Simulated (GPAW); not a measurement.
# K K ELNES/XANES of KF (Carobbiite, Fm-3m) from DFT

Aim: the dependence of the K K near-edge features of KF (Carobbiite, Fm-3m) on volume.

Main program and level: GPAW 26.7.0; X-ray absorption from dipole matrix elements to empty bands, plane-wave PAW PBE.

## 1. Set-up

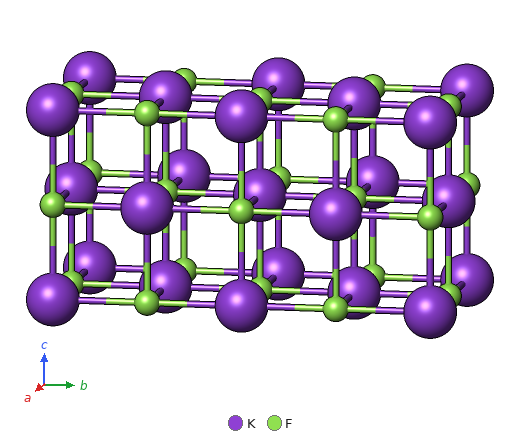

The starting structure, seen slightly off an axis (potassium purple, fluorine green). 1×2×1 cells are drawn. This picture shows the conventional cell, with its axes. Some periodic images of atoms are drawn too.

## 2. Ground state of the crystal

A plain self-consistent run shows whether there is a gap, which decides the set-up of the core-hole run.

Input file scf.py:

```python
import numpy as np
from ase import Atoms
from ase.parallel import parprint, paropen
from gpaw import GPAW, PW, FermiDirac, Mixer, MixerDif, setup_paths
from gpaw.test import gen
setup_paths.insert(0, '.')
gen('K', name='nch1s', xcname='PBE', corehole=(1, 0, 0), write_xml=True)
from gpaw.mpi import world
world.barrier()

atoms = Atoms('KF',
    cell=[[0, 2.67185, 2.67185],
     [2.67185, 0, 2.67185],
     [2.67185, 2.67185, 0]],
    scaled_positions=[[0, 0, 0],
     [0.5, 0.5, 0.5]],
    pbc=True)
atoms.calc = calc = GPAW(legacy_gpaw=True, mode=PW(500, force_complex_dtype=True), xc='PBE', setups={0: 'nch1s'},
    kpts={'size': (8, 8, 8), 'gamma': True}, occupations=FermiDirac(0.05),
    charge=0, mixer=Mixer(0.1, 5, 50), maxiter=150,
    convergence={'density': 0.0001, 'eigenstates': 1e-6}, txt='scf.txt')
energy = atoms.get_potential_energy() + calc.get_reference_energy()
ef = calc.get_fermi_level()
out = dict(energy=energy, fermi=ef, forces=atoms.get_forces().tolist())
parprint(f'all-electron energy {energy:.4f} eV, Fermi level {ef:.4f} eV')
ev = np.array([[calc.get_eigenvalues(k, s) for k in range(len(calc.get_ibz_k_points()))] for s in range(calc.get_number_of_spins())])
out['homo'], out['lumo'], out['counts'] = ev[ev < ef].max(), ev[ev > ef].min(), sorted(set((ev < ef).sum((0, 2)).tolist()))
out['filled'] = (ev[:, 0] < ef).sum(1).tolist()
import json
with paropen('out.json', 'w') as f:
    json.dump(out, f)
```

Command:

```sh
OMP_NUM_THREADS=1 mpirun -n 4 gpaw python scf.py
```

Numbers of over 12 decimals in the logs are rounded to 6 here.

Output:

```text
Input parameters:
  convergence: {density: 0.0001,
                eigenstates: 1e-06}
  kpts: {gamma: True,
         size: (8, 8, 8)}
  maxiter: 150
  mixer: {backend: pulay,
          beta: 0.1,
          method: separate,
          nmaxold: 5,
          weight: 50}
  mode: {ecut: 500.0,
         force_complex_dtype: True,
         name: pw}
  occupations: {fixmagmom: False,
                name: fermi-dirac,
                width: 0.05}
  setups: {0: nch1s}
  xc: PBE

Initialize ...

[... PAW data sets ...]

Reference energy: -19096.334385  # eV

Spin-paired calculation

[... convergence settings ...]
Symmetries present (total): 48
  [... symmetry matrices ...]

512 k-points: 8 x 8 x 8 Monkhorst-Pack grid + [1/16,1/16,1/16]
29 k-points in the irreducible part of the Brillouin zone
       k-points in crystal coordinates                weights
   0:     0.00000000    0.00000000    0.00000000          1/512
   1:     0.12500000    0.12500000    0.00000000          6/512
   2:     0.12500000    0.12500000    0.12500000          8/512
   3:     0.25000000    0.12500000    0.12500000         12/512
   4:     0.25000000    0.25000000    0.00000000          6/512
   5:     0.25000000    0.25000000    0.12500000         24/512
   6:     0.25000000    0.25000000    0.25000000          8/512
   7:     0.37500000    0.25000000   -0.37500000         24/512
   8:     0.37500000    0.25000000    0.12500000         24/512
   9:     0.37500000    0.25000000    0.25000000         24/512
          ...
  28:     0.50000000    0.50000000    0.50000000          4/512

Wave functions: Plane wave expansion
  Cutoff energy: 500.000 eV
  Number of coefficients (min, max): 941, 982
  Pulay-stress correction: 0.000000 eV/Ang^3 (de/decut=0.000000)
  Using FFTW library
  Wavefunction extrapolation:
    Improved wavefunction reuse through dual PAW basis

Occupation numbers: Fermi-Dirac:
  width: 0.0500  # eV

Eigensolver
   Davidson(niter=2)

Densities:
  Coarse grid: 20*20*20 grid
  Fine grid: 40*40*40 grid
  Total Charge: 0.000000

Density mixing:
  Method: separate
  Backend: pulay
  Linear mixing parameter: 0.1
  old densities: 5
  Width of damping distribution: 1.1
  Damping of long wavelength oscillations: 50

[... Hamiltonian set-up ...]
Number of atoms: 2
Number of atomic orbitals: 9
Number of bands in calculation: 9
Number of valence electrons: 16
Bands to converge: occupied

... initialized

Initializing position-dependent things.

Density initialized from atomic densities
Creating initial wave functions:
  9 bands from LCAO basis set

               F

       K

Atomic positions and initial magnetic moments

Positions:
   0 K      0.000000    0.000000    0.000000    ( 0.0000,  0.0000,  0.0000)
   1 F      2.671850    2.671850    2.671850    ( 0.0000,  0.0000,  0.0000)

Unit cell:
           periodic     x           y           z      points  spacing
  1. axis:    yes    0.000000    2.671850    2.671850    20     0.1543
  2. axis:    yes    2.671850    0.000000    2.671850    20     0.1543
  3. axis:    yes    2.671850    2.671850    0.000000    20     0.1543

  Lengths:   3.778567   3.778567   3.778567
  Angles:   60.000000  60.000000  60.000000

Effective grid spacing dv^(1/3) = 0.1683

iter:   1    -8.996670
iter:   2    -8.659591   -1.04  -1.24
iter:   3    -8.314686   -0.60  -1.32
iter:   4    -8.304415   -1.38  -1.46
iter:   5    -8.315770   -2.20  -1.67
iter:   6    -8.367560   -1.19  -2.35
iter:   7    -8.322150   -2.45  -1.94
iter:   8    -8.315859   -2.66  -2.23
iter:   9    -8.312487   -2.37  -2.42
iter:  10    -8.312719c  -3.96  -2.96
iter:  11    -8.314373c  -3.14  -2.96
iter:  12    -8.312782c  -3.30  -2.69
iter:  13    -8.312751c  -4.02  -3.36
iter:  14    -8.312749c  -4.77  -3.71
iter:  15    -8.312786c  -5.08  -3.88
iter:  16    -8.312820c  -5.08  -3.54
iter:  17    -8.312749c  -4.62  -3.38
iter:  18    -8.312777c  -5.52  -3.92
iter:  19    -8.312749c  -4.59  -3.56
iter:  20    -8.312752c  -6.11c -3.98
iter:  21    -8.312750c  -6.36c -4.25c

Converged after 21 iterations.

Dipole moment: (0.000000, 0.000000, 0.000000) |e|*Ang

Energy contributions relative to reference atoms: (reference = -19096.334385)

Kinetic:         +6.078254
Potential:       -4.611916
External:        +0.000000
XC:              -9.348470
Entropy (-ST):   -0.000000
Local:           -0.430618
SIC:             +0.000000
--------------------------
Free energy:     -8.312750
Extrapolated:    -8.312750

Showing only first 2 kpts
 Kpt  Band  Eigenvalues  Occupancy
  0     6     -0.34759    2.00000
  0     7     -0.34759    2.00000
  0     8      5.82695    0.00000

  1     6     -0.36803    2.00000
  1     7     -0.36731    2.00000
  1     8      6.37543    0.00000

Fermi level: 1.31906

Gap: 6.175 eV
Transition (v -> c):
  (s=0, k=0, n=7, [0.00, 0.00, 0.00]) -> (s=0, k=0, n=8, [0.00, 0.00, 0.00])
No difference between direct/indirect transitions

Forces in eV/Ang:
  0 K     0.00000   -0.00000   -0.00000
  1 F    -0.00000    0.00000    0.00000
Scalar-relativistic atomic PBE calculation for K (Potassium, Z=19)
Core hole in 1s state (1s occupation: 2.0)
600 radial gridpoints.
|------------------------------------------------|
|------------------------------------------------|
[... the atom generator's iteration count ...]

Energy contributions:
-------------------------
Kinetic:     +605.575744
XC:           -33.353632
Potential:  -1174.258832
-------------------------
Total:       -602.036720

state      eigenvalue         ekin         rmax
-----------------------------------------------
1s^2.0 :  -129.417635   174.301205        0.053
2s^2.0 :   -12.985900    28.555415        0.318
2p^6.0 :   -10.294302    27.498621        0.263
3s^2.0 :    -1.298661     5.113116        1.077
3p^6.0 :    -0.691375     4.047189        1.156
4s^1.0 :    -0.085214     0.361410        4.167
-----------------------------------------------
(units: Bohr and Hartree)

Generating PAW setup
Kinetic energy of the core from tauc = 573.024806
Cutoffs:
rc(s)=2.120
rc(p)=2.090
rc(d)=1.770
rc(vbar)=2.070
rc(comp)=2.090
rc(nct)=2.120

Kinetic energy of the core states: 570.704967
Charge: 0.0
Core electrons: 10.0
Valence electrons: 9.0
Pseudo-core charge: 0.000515
Shape function alpha=2.289
Pseudo-electron charge 7.285599
state    eigenvalue         norm
--------------------------------
3s(2) :    -1.298661     0.973389
4s(1) :    -0.085214     0.996539
3p(6) :    -0.691375     0.723628
*p    :     0.308625
*d    :     0.000000
--------------------------------

Diagonalizing with gridspacing h=0.050

state   all-electron     PAW
-------------------------------
3s:      -1.298661    -1.299239
3p:      -0.691375    -0.692667
*d:                    0.007875
*f:                    0.052153
-------------------------------
all-electron energy -19104.6471 eV, Fermi level 1.3191 eV
```

It took 4.2 s on 4 MPI ranks of Arm Neoverse V2, shared host; peak memory 0.16 GiB.

The mesh shows a gap of 6.17 eV, so the hole is first treated in a charged cell, without the excited electron.

## 3. Supercell without a hole, the energy reference

The photon energy needs a difference of total energies, so the cell and mesh of the coming hole run are first run without a hole.

Edit scf.py of step 2 so:

```diff
@@ -10,11 +10,21 @@
 
-atoms = Atoms('KF',
-    cell=[[0, 2.67185, 2.67185],
-     [2.67185, 0, 2.67185],
-     [2.67185, 2.67185, 0]],
+atoms = Atoms('K6F6',
+    cell=[[2.67185, 5.3437, 2.67185],
+     [2.67185, -5.3437, 2.67185],
+     [2.67185, -2.67185, -5.3437]],
     scaled_positions=[[0, 0, 0],
-     [0.5, 0.5, 0.5]],
+     [0.66666667, 0, 0.33333333],
+     [0.5, 0.5, 0],
+     [0.33333333, 0, 0.66666667],
+     [0.16666667, 0.5, 0.33333333],
+     [0.83333333, 0.5, 0.66666667],
+     [0.75, 0.25, 0],
+     [0.41666667, 0.25, 0.33333333],
+     [0.25, 0.75, 0],
+     [0.08333333, 0.25, 0.66666667],
+     [0.91666667, 0.75, 0.33333333],
+     [0.58333333, 0.75, 0.66666667]],
     pbc=True)
 atoms.calc = calc = GPAW(legacy_gpaw=True, mode=PW(500, force_complex_dtype=True), xc='PBE', setups={0: 'nch1s'},
-    kpts={'size': (8, 8, 8), 'gamma': True}, occupations=FermiDirac(0.05),
+    kpts={'size': (3, 2, 3), 'gamma': True}, occupations=FermiDirac(0.02),
     charge=0, mixer=Mixer(0.1, 5, 50), maxiter=150,
```

Output:

```text
Input parameters:
  convergence: {density: 0.0001,
                eigenstates: 1e-06}
  kpts: {gamma: True,
         size: (3, 2, 3)}
  maxiter: 150
  mixer: {backend: pulay,
          beta: 0.1,
          method: separate,
          nmaxold: 5,
          weight: 50}
  mode: {ecut: 500.0,
         force_complex_dtype: True,
         name: pw}
  occupations: {fixmagmom: False,
                name: fermi-dirac,
[...]
3s(2) :    -1.298661     0.973389
4s(1) :    -0.085214     0.996539
3p(6) :    -0.691375     0.723628
*p    :     0.308625
*d    :     0.000000
--------------------------------

Diagonalizing with gridspacing h=0.050

state   all-electron     PAW
-------------------------------
3s:      -1.298661    -1.299239
3p:      -0.691375    -0.692667
*d:                    0.007875
*f:                    0.052153
-------------------------------
all-electron energy -114627.9051 eV, Fermi level 1.2645 eV
[key lines of the parts left out:]
Converged after 18 iterations.
Dipole moment: (-0.000000, 0.000000, 0.000000) |e|*Ang
Free energy:    -49.900746
Fermi level: 1.26453
```

Elapsed: 24 s, on 4 MPI ranks; peak memory 0.28 GiB.

Reference energy: -114627.905 eV with the cores included.

[end of part 1 of 3]

[Banner, clock and machine lines of the logs are left out without a mark of their own.]

[Logs are printed without paths, hosts, clocks, repeated set-up lines and the standing remarks that a program may print on its own settings, such as how far it seeks lower states.]

[Hosts, paths, dates, database ids (printed as entryN), source tags and the programs' standing remarks are cut or masked in the printed files.]

[Lists of maxima count a maximum above −3 eV only where it reaches 4 % of the highest in the window and stands out from its surroundings by 2 % of it (1.5 % where it reaches 55 %); shoulders and weaker maxima are passed over, and of the rest the first, up to two pre-edge ones and the few strongest are named.]
